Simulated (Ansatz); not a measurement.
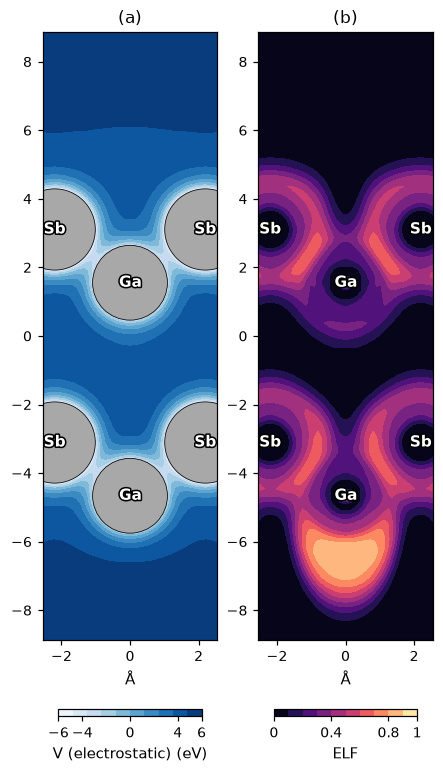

Ga₄Sb₃ (slab). (a) electrostatic potential (local pseudopotential plus Hartree) felt by an electron; (b) ELF on the (100) plane of the calculation cell, a cut from vacuum to vacuum. Grey discs cover the atomic cores in the potential map.

Not relaxed (largest force 0.7 eV/Å); computed without spin polarisation.

All numbers below come from DFT PBE, scalar-relativistic, plane waves, PAW in Ansatz.

Question: What do the fields say about this system?

Answer: The plane passes through Ga and Sb nuclei. Ga–Sb (2.69 Å): the ELF peaks at about 0.65 between the atoms. The features right at Ga lie inside the PAW spheres, where the map follows smoothed inner orbitals and isn't to be read closely. Outside the cores the potential energy rises away from the atoms and is highest in the vacuum; its zero is arbitrary.

Question: Does the calculation make it a metal, or give it a gap?

Answer: It is metallic or semimetallic at this level of theory: no gap opens.
